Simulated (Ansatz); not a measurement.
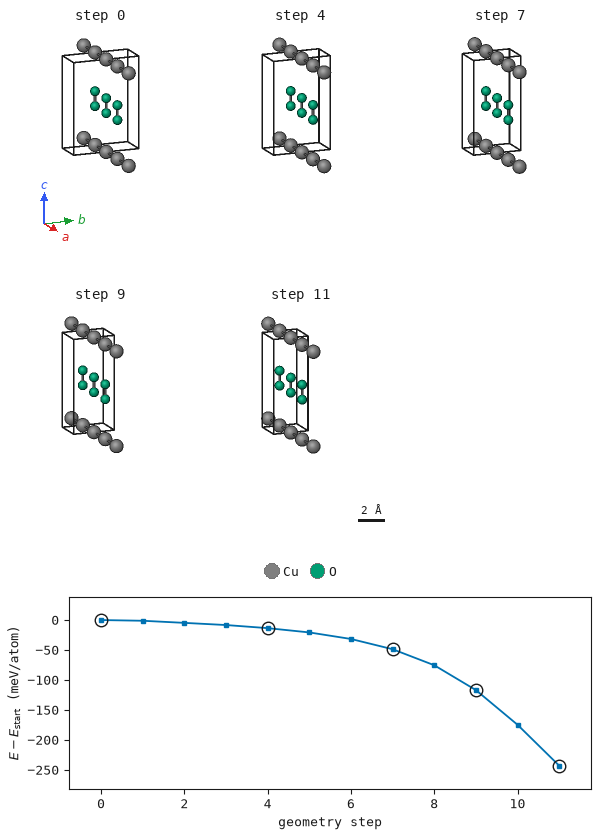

Frames of a relaxation of crystalline CuO₂ (set up in Pmmm), marked on the history of the run. Style: ball-and-stick. Shown: the cell of the calculation, repeated 2 × 1 × 1 with one cell outlined, slightly off an axis.

The calculation used DFT PBE+D3(BJ), scalar-relativistic, plane waves, PAW in Ansatz. Set-up: plane-wave cutoff 420 eV; k-point mesh 18 × 8 × 6; occupations gaussian; smearing width 0.1 eV; collinear spin; cell and atoms relaxed; force threshold 0.005 eV/Å; at most 80 steps.

Question: Describe the path.

Answer: The run was cut off at its time limit before the relaxation converged, so the last structure is only a point on the way. Over 11 geometry steps the energy falls by 243 meV per atom. Largest force component: 0.12 eV/Å at the start, 0.0096 eV/Å at the end. Pressure: −0.13 GPa at the start and −2.25 GPa at the end. The largest moves relative to the cell, 0.014 Å, are those of O atoms. Cu stays in place. The drawn cell changes as follows: a 2.370 → 2.379 Å (+0.4 %), b 5.561 → 2.932 Å (−47.3 %), c 7.563 → 7.743 Å (+2.4 %); the volume changes by −45.8 %. Some distances before and after: Cu–Cu 2.370 → 2.379 Å. The space group stays Pmmm (No. 47). From step 0 to 4: volume −12.6 %, energy −13.5 meV per atom. From step 4 to 7: volume −15.7 %, energy −35.2 meV per atom. From step 7 to 9: volume −13.1 %, energy −68.2 meV per atom. From step 9 to 11: volume −15.4 %, energy −126 meV per atom.

```json
{"step": "0", "E − E(0), meV/atom": "0.00", "largest force component, eV/Å": "0.1157", "pressure, GPa": "-0.13", "volume, Å³/atom": "33.230"}
{"step": "1", "E − E(0), meV/atom": "-1.18", "largest force component, eV/Å": "0.0335", "pressure, GPa": "-0.11", "volume, Å³/atom": "32.900"}
{"step": "2", "E − E(0), meV/atom": "-4.71", "largest force component, eV/Å": "0.1004", "pressure, GPa": "-0.01", "volume, Å³/atom": "31.697"}
{"step": "3", "E − E(0), meV/atom": "-8.32", "largest force component, eV/Å": "0.1303", "pressure, GPa": "0.02", "volume, Å³/atom": "30.453"}
{"step": "4", "E − E(0), meV/atom": "-13.50", "largest force component, eV/Å": "0.0635", "pressure, GPa": "-0.03", "volume, Å³/atom": "29.049"}
{"step": "5", "E − E(0), meV/atom": "-20.65", "largest force component, eV/Å": "0.0323", "pressure, GPa": "-0.13", "volume, Å³/atom": "27.569"}
{"step": "6", "E − E(0), meV/atom": "-31.56", "largest force component, eV/Å": "0.0184", "pressure, GPa": "-0.28", "volume, Å³/atom": "26.038"}
{"step": "7", "E − E(0), meV/atom": "-48.65", "largest force component, eV/Å": "0.0005", "pressure, GPa": "-0.49", "volume, Å³/atom": "24.476"}
{"step": "8", "E − E(0), meV/atom": "-75.36", "largest force component, eV/Å": "0.0359", "pressure, GPa": "-0.81", "volume, Å³/atom": "22.890"}
{"step": "9", "E − E(0), meV/atom": "-116.81", "largest force component, eV/Å": "0.0360", "pressure, GPa": "-1.34", "volume, Å³/atom": "21.280"}
{"step": "10", "E − E(0), meV/atom": "-174.65", "largest force component, eV/Å": "0.0032", "pressure, GPa": "-1.94", "volume, Å³/atom": "19.647"}
{"step": "11", "E − E(0), meV/atom": "-242.86", "largest force component, eV/Å": "0.0096", "pressure, GPa": "-2.25", "volume, Å³/atom": "18.004"}
```
